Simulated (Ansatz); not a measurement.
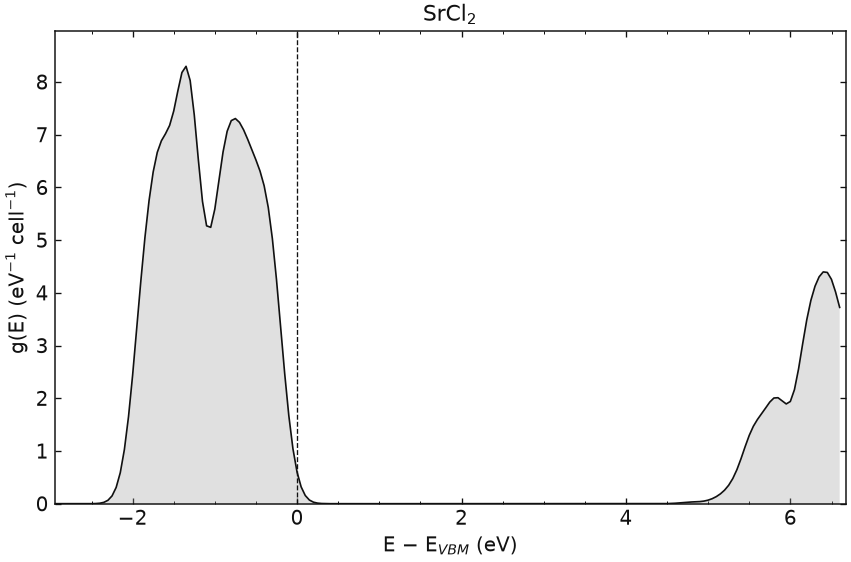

Density of states. Energies are counted from the top of the valence band. The curve is built from the levels of the k mesh with Gaussians 0.3 eV wide, which also blur the band edges.

The material is SrCl₂, space group P-3m1 (No. 164), 3 atoms in the cell, 1T (CdI2) bulk type, epitaxial (xy) strain +4.0%.

Computed with Ansatz: DFT, PBE, plane waves, PAW, no spin polarisation, 6×6×6 k mesh, Fermi-Dirac smearing of 0.02 eV.

Is there a gap at the Fermi level, and how wide?

Answer. There is a gap; over the k points computed it is 4.80 eV (direct among those points).

How wide is the upper valence band?

Answer. The upper group of valence states starts about 2.1 eV under the valence-band top, with a gap beneath it; it holds about 12 electrons a cell.
